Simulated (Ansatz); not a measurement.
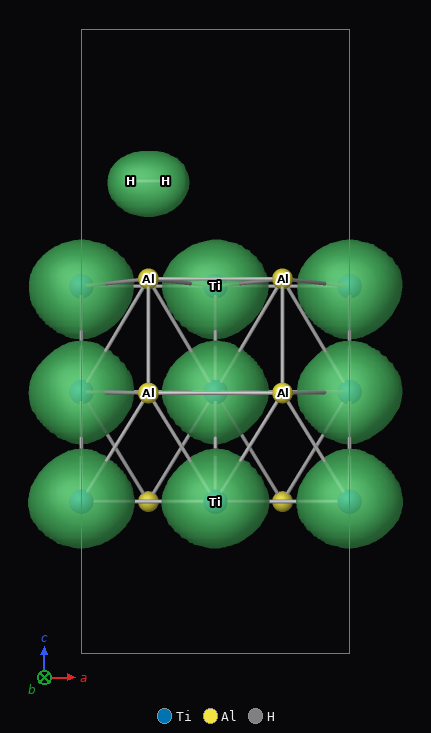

Figure. Ti₃Al₃H (slab). Isosurface of the valence charge density (pseudo) at 0.3 e/Å³ (green), seen along the b axis. Sticks mark near contacts.

A point of a scan over the structure, not its minimum; not relaxed (largest force 0.7 eV/Å); computed without spin polarisation; PAW files of the earlier set (soft_1).

Theory: DFT PBE, scalar-relativistic, plane waves, PAW (Ansatz 0.2.0).

In a PAW calculation such maps are meaningful between the atoms, not at the nuclei.

How is the density connected at this value?

At this value the density breaks into separate islands; it holds about 65 % of the electrons treated as valence (semicore included). It bridges the sampled H–H (0.75 Å) contacts, where the density stays above the isovalue. It is pinched off along the sampled Ti–Ti (2.74 Å), Al–Al (2.77 Å) and Ti–Al (2.80 Å) contacts. On the grid the lowest density along these lines, outside the cores, is 1.7 e/Å³ (H–H, 0.75 Å), 0.26 e/Å³ (Ti–Ti, 2.74 Å), 0.22 e/Å³ (Al–Al, 2.77 Å) and 0.22 e/Å³ (Ti–Al, 2.80 Å).

Does the calculation make it a metal, or give it a gap?

It is metallic or semimetallic at this level of theory: no gap opens.
